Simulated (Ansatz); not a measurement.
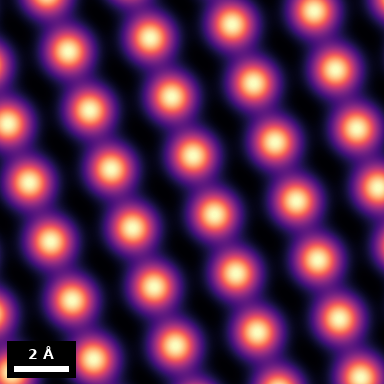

Integrated-DPC-like image of Hg (R-3m, No. 166). Simulated as the projected potential of neutral atoms (B = 0.8 Å²) blurred by a 1.18 Å probe, the thin-sample limit of integrated differential phase contrast. Structure used: the input geometry of a calculation.

```cif
data_structure
_symmetry_space_group_name_H-M 'P 1'
_symmetry_Int_Tables_number 1
_cell_length_a 3.9701
_cell_length_b 3.9701
_cell_length_c 5.9282
_cell_angle_alpha 90.000
_cell_angle_beta 90.000
_cell_angle_gamma 120.000
_cell_volume 80.92
loop_
_atom_site_label
_atom_site_type_symbol
_atom_site_fract_x
_atom_site_fract_y
_atom_site_fract_z
_atom_site_occupancy
Hg1 Hg 0.00000 0.00000 0.00000 1
Hg2 Hg 0.66667 0.33333 0.33333 1
Hg3 Hg 0.33333 0.66667 0.66667 1
```

Which beam direction gives this image, [101], [131], [121] or [100]? (Directions equivalent by symmetry count as one.)

[100]. The projected cells are 1.27 × 2.98 Å, 93° for [101]; 1.00 × 2.26 Å, 96° for [131]; 1.50 × 2.12 Å, 111° for [121]; 2.28 × 3.03 Å, 101° for [100], and the image repeats as the [100] one does.
